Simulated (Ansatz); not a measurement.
# Au(111) with 4 layers of random Au-Ag, 2x2: scattering by chemical disorder, part 2 of 2

Aim: the residual resistivity of a random alloy, from Au(111) with 4 layers of random Au-Ag, 2x2 and longer regions.

Ansatz 0.2.0; Ansatz plane-wave DFT, PBE, PAW files; ballistic transport by layer matching (Landauer), zero bias; PAW set soft_1.

So far. Step 3 (With 8 alloy layers): Over the solved energies the transmission per spin lies between 2.84 and 2.86, out of 3.21 channels of the lead on average (up to 3.21).

### 4. With 12 alloy layers

System of this step: Au(111) with 12 layers of random Au-Ag, 2x2. The cell holds 72 atoms: 48 Au and 24 Ag. Its edges and angles: a = 5.768 Å, b = 5.768 Å, c = 42.382 Å, α = 90.0°, β = 90.0°, γ = 120.0°. It derives from Au. Regions: lead, 24 atoms (24 Au); scattering region, 48 atoms (24 Ag and 24 Au). The structure is stacked along c, and the current runs across the ab planes.

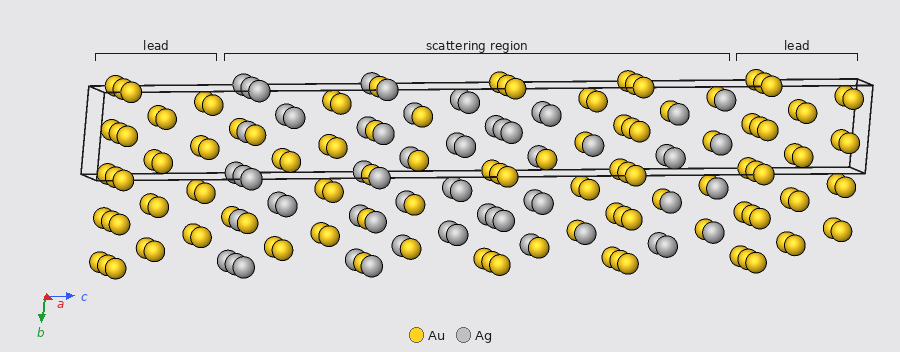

The cell of this step (gold yellow, silver light grey). 1×2×1 cells are drawn. Some periodic images of atoms are drawn too.

input.yaml reads:

```yaml
crystal:
  lattice:
    - [5.7675164607, 0.0, 0.0]
    - [-2.8837582304, 4.9948157718, 0.0]
    - [0.0, 0.0, 42.3824172358]
  atoms:
    - { symbol: Au, position: [0.0, 0.0, 0.0277777778] }
    - { symbol: Au, position: [0.0, 0.5, 0.0277777778] }
    - { symbol: Au, position: [0.5, 0.0, 0.0277777778] }
    - { symbol: Au, position: [0.5, 0.5, 0.0277777778] }
    - { symbol: Au, position: [0.1666666667, 0.3333333333, 0.0833333333] }
    - { symbol: Au, position: [0.1666666667, 0.8333333333, 0.0833333333] }
    - { symbol: Au, position: [0.6666666667, 0.3333333333, 0.0833333333] }
    - { symbol: Au, position: [0.6666666667, 0.8333333333, 0.0833333333] }
    - { symbol: Au, position: [0.3333333333, 0.1666666667, 0.1388888889] }
    - { symbol: Au, position: [0.3333333333, 0.6666666667, 0.1388888889] }
    - { symbol: Au, position: [0.8333333333, 0.1666666667, 0.1388888889] }
    - { symbol: Au, position: [0.8333333333, 0.6666666667, 0.1388888889] }
    - { symbol: Ag, position: [0.0, 0.0, 0.1944444444] }
    - { symbol: Au, position: [0.0, 0.5, 0.1944444444] }
    - { symbol: Ag, position: [0.5, 0.0, 0.1944444444] }
    - { symbol: Ag, position: [0.5, 0.5, 0.1944444444] }
    - { symbol: Ag, position: [0.1666666667, 0.3333333333, 0.25] }
    - { symbol: Au, position: [0.1666666667, 0.8333333333, 0.25] }
    - { symbol: Ag, position: [0.6666666667, 0.3333333333, 0.25] }
    - { symbol: Au, position: [0.6666666667, 0.8333333333, 0.25] }
    - { symbol: Au, position: [0.3333333333, 0.1666666667, 0.3055555556] }
    - { symbol: Au, position: [0.3333333333, 0.6666666667, 0.3055555556] }
    - { symbol: Au, position: [0.8333333333, 0.1666666667, 0.3055555556] }
    - { symbol: Au, position: [0.8333333333, 0.6666666667, 0.3055555556] }
    - { symbol: Ag, position: [0.0, 0.0, 0.3611111111] }
    - { symbol: Ag, position: [0.0, 0.5, 0.3611111111] }
    - { symbol: Au, position: [0.5, 0.0, 0.3611111111] }
    - { symbol: Au, position: [0.5, 0.5, 0.3611111111] }
    - { symbol: Ag, position: [0.1666666667, 0.3333333333, 0.4166666667] }
    - { symbol: Ag, position: [0.1666666667, 0.8333333333, 0.4166666667] }
    - { symbol: Au, position: [0.6666666667, 0.3333333333, 0.4166666667] }
    - { symbol: Au, position: [0.6666666667, 0.8333333333, 0.4166666667] }
    - { symbol: Ag, position: [0.3333333333, 0.1666666667, 0.4722222222] }
    - { symbol: Ag, position: [0.3333333333, 0.6666666667, 0.4722222222] }
    - { symbol: Ag, position: [0.8333333333, 0.1666666667, 0.4722222222] }
    - { symbol: Ag, position: [0.8333333333, 0.6666666667, 0.4722222222] }
    - { symbol: Au, position: [0.0, 0.0, 0.5277777778] }
    - { symbol: Ag, position: [0.0, 0.5, 0.5277777778] }
    - { symbol: Au, position: [0.5, 0.0, 0.5277777778] }
    - { symbol: Ag, position: [0.5, 0.5, 0.5277777778] }
    - { symbol: Ag, position: [0.1666666667, 0.3333333333, 0.5833333333] }
    - { symbol: Ag, position: [0.1666666667, 0.8333333333, 0.5833333333] }
    - { symbol: Ag, position: [0.6666666667, 0.3333333333, 0.5833333333] }
    - { symbol: Au, position: [0.6666666667, 0.8333333333, 0.5833333333] }
    - { symbol: Au, position: [0.3333333333, 0.1666666667, 0.6388888889] }
    - { symbol: Au, position: [0.3333333333, 0.6666666667, 0.6388888889] }
    - { symbol: Au, position: [0.8333333333, 0.1666666667, 0.6388888889] }
    - { symbol: Ag, position: [0.8333333333, 0.6666666667, 0.6388888889] }
    - { symbol: Au, position: [0.0, 0.0, 0.6944444444] }
    - { symbol: Au, position: [0.0, 0.5, 0.6944444444] }
    - { symbol: Au, position: [0.5, 0.0, 0.6944444444] }
    - { symbol: Au, position: [0.5, 0.5, 0.6944444444] }
    - { symbol: Au, position: [0.1666666667, 0.3333333333, 0.75] }
    - { symbol: Ag, position: [0.1666666667, 0.8333333333, 0.75] }
    - { symbol: Ag, position: [0.6666666667, 0.3333333333, 0.75] }
    - { symbol: Ag, position: [0.6666666667, 0.8333333333, 0.75] }
    - { symbol: Au, position: [0.3333333333, 0.1666666667, 0.8055555556] }
    - { symbol: Au, position: [0.3333333333, 0.6666666667, 0.8055555556] }
    - { symbol: Ag, position: [0.8333333333, 0.1666666667, 0.8055555556] }
    - { symbol: Ag, position: [0.8333333333, 0.6666666667, 0.8055555556] }
    - { symbol: Au, position: [0.0, 0.0, 0.8611111111] }
    - { symbol: Au, position: [0.0, 0.5, 0.8611111111] }
    - { symbol: Au, position: [0.5, 0.0, 0.8611111111] }
    - { symbol: Au, position: [0.5, 0.5, 0.8611111111] }
    - { symbol: Au, position: [0.1666666667, 0.3333333333, 0.9166666667] }
    - { symbol: Au, position: [0.1666666667, 0.8333333333, 0.9166666667] }
    - { symbol: Au, position: [0.6666666667, 0.3333333333, 0.9166666667] }
    - { symbol: Au, position: [0.6666666667, 0.8333333333, 0.9166666667] }
    - { symbol: Au, position: [0.3333333333, 0.1666666667, 0.9722222222] }
    - { symbol: Au, position: [0.3333333333, 0.6666666667, 0.9722222222] }
    - { symbol: Au, position: [0.8333333333, 0.1666666667, 0.9722222222] }
    - { symbol: Au, position: [0.8333333333, 0.6666666667, 0.9722222222] }
kpoints:
  mp_grid: { grid: [5, 5, 1] }
hamiltonian:
  xc: pbe
  pseudopotentials: { kind: paw, azcp: { folder: soft_1 } }
scf:
  occupations: { method: fermi_dirac, width: 0.1 }
output:
  transmission:
    leads: [[0, 4]]
    kmesh: [10, 10]
    e_range: [-0.05, 0.05]
    de: 0.05
  write_potential: true
  write_density: true
  volumetric_format: npy
```

Launch:

```sh
> ansatz run input.yaml --threads 4 --pin off --max-ram 15360MiB --backend cpu --events-out ev --progress --plain --runs-dir out
```

Numbers of over 12 decimals in the logs are rounded to 6 here.

What it wrote:

```text
[...]
Crystal: 72 atoms, lattice volume = 1220.939 Å³
Basis set: ecut = 420 eV, 23937 PW (Γ)
Bands: 821, of which v1, the nominal top of the filled ones, is band 684 counted from 1 (683 counted from 0)
Symmetry: 1 space group operations
[...]
k-points: 13 of 25 (time reversal used)
[...]
SCF iter   1: F=—  HF=-813535.320262 eV  |F-HF|=—  |Δ(HF+E_count)|=         —  Δρ=1.43e-1  dr2=9.42e2  ethr=3.10e-3  ⟨swp⟩=4.0  Hψ=31946  notcnv=0  defer=741
[...]
SCF iter  15: F=-813433.380932 eV  HF=-813433.380932 eV  |F-HF|=2.56e-8  |Δ(HF+E_count)|=   4.19e-9  Δρ=2.65e-7  dr2=2.60e-8  ethr=7.31e-12  ⟨swp⟩=10.6  Hψ=42712  notcnv=0
SCF 1 converged in 15 iterations: F = -813433.380932 eV  dr2 = 2.60e-8
[...]
transmission: 278 of 2756 steps passed
transmission: 552 of 2756 steps passed
[...]
transmission: 2756 of 2756 steps passed
SCF converged after 15 iterations
Free energy (F): -813433.380932 eV
[...]
Internal energy: -813432.638769 eV  (E = F + TS)
E sigma→0 (E₀):  -813433.009851 eV
Entropy (-TS):   -0.742163 eV (-10.308 meV/atom)
Fermi energy:    19.561711 eV
[...]
--- Band table (eV; the first three rows and the last of 13) ---
  k-point 0: bands = [... 680 lower, 19.8108, 20.1784, 20.1917, 20.2097, 20.2195, 20.2371, 20.2474, 20.4496, ... 133 higher]
  k-point 1: bands = [... 680 lower, 19.3117, 19.4038, 19.4185, 19.5542, 19.5741, 19.6885, 19.6949, 19.8290, ... 133 higher]
  k-point 2: bands = [... 680 lower, 19.3417, 19.3828, 19.4203, 19.4430, 19.5792, 19.6137, 19.6357, 19.6660, ... 133 higher]
  k-point 12: bands = [... 680 lower, 18.8505, 19.1255, 19.2113, 19.5660, 19.6021, 19.9422, 19.9648, 20.3164, ... 133 higher]
--- Transmission ---
  basis      : 253 plane waves across, 53 finite elements along
  points     : 52, standing for a mesh of 10 x 10
[...]
channels       : 3.210000e0 a spin
[...]
junction   : crystal 0 to crystal 0, 0.70 to 40.73 Å
    transmission   : 2.662111e0 a spin
[...]
```

Wall time 24 min (4 threads of Intel Xeon Platinum 8375C at 2.90GHz (Ice Lake), shared host); peak memory 10 GiB; 87 min of CPU time.

This step gave:

```yaml
free_energy: -813433.3809 eV
energy_at_zero_smearing: -813433.0099 eV
fermi_energy: 19.56 eV
transmission_per_spin_nearest_the_fermi_level: 2.662
step_of_the_lead_s_potential: 2.8 meV
```

Per spin. The transmission, zone mean by energy, zero at the Fermi level:

```csv
energy (eV),"transmission, zone mean"
-0.0500,2.63
0.0000,2.66
0.0500,2.68
```

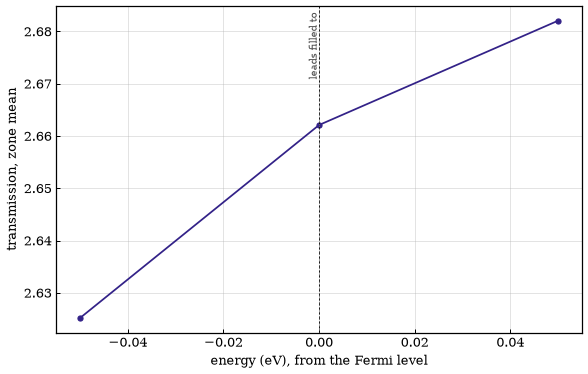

Transmission, zone mean against energy.

Over the solved energies the transmission per spin lies between 2.63 and 2.68, out of 3.21 channels of the lead on average (up to 3.21).

### 5. The fit

This step: Ansatz plane-wave DFT, PBE, PAW files; ballistic transport by layer matching (Landauer), zero bias; residual resistivity from the slope of the area resistance, atoms on the host's lattice; PAW set soft_1 (Ansatz 0.2.0).

This step gave:

| Property | Result |
| --- | --- |
| resistivity | 8.313 µΩ cm |
| intercept | 1.90e-4 fΩ m² |
| scatter about the fit | 0.008878 fΩ m² |

Resistance, by row:

```csv
run,length (Å),T,channels N,RA (fΩ m²)
n4,9.418,2.991,3.21,0.08476
n8,18.84,2.855,3.21,0.1442
n12,28.25,2.656,3.21,0.2414
```

Table of area resistance by length of the alloy:

```csv
length of the alloy (Å),area resistance (fΩ m²)
9.42,0.0848
18.84,0.144
28.25,0.241
```

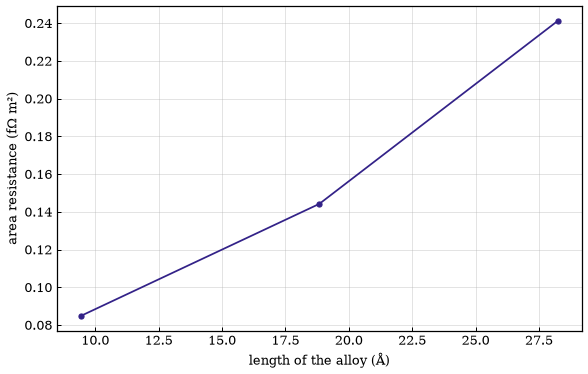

Area resistance, plotted against length of the alloy.

The area resistance goes from 0.085 to 0.24 fΩ m² between 9.4 and 28.3 Å, a slope of 8.3 µΩ cm.

By hand from the end points: (0.2414 − 0.08476) fΩ m² / (28.25 − 9.42) Å = 8.3 µΩ cm, since 1 fΩ m² per Å is 1000 µΩ cm.

### 6. What came out

* resistivity from the slope: 8.31 µΩ cm
* area resistance over 9.42 Å: 0.0848 fΩ m²
* area resistance over 18.8 Å: 0.144 fΩ m²
* area resistance over 28.3 Å: 0.241 fΩ m²

In words: The slope gives 8.3 µΩ cm. The points scatter by 0.0089 fΩ m² about the line, with one random draw a length in a 2x2 cell, so the slope is a rough value. Read with a model of isotropic scattering on a spherical Fermi surface and the lead's 0.86×10¹⁵ S/m², this slope means a mean free path near 119 Å (a rough figure, since the alloy's own channel count differs); over these lengths the model's slope is 1.14 times its bulk resistivity, which would be 7.3 µΩ cm. The atoms sit on the host's lattice, so scattering by size misfit is left out. Spin-orbit coupling is left out, which matters for Au.

[Logs are printed without paths, hosts, clocks, repeated set-up lines and the standing remarks that a program may print on its own settings, such as how far it seeks lower states.]

[Hosts, paths, dates, database ids (printed as entryN), source tags and the programs' standing remarks are cut or masked in the printed files.]
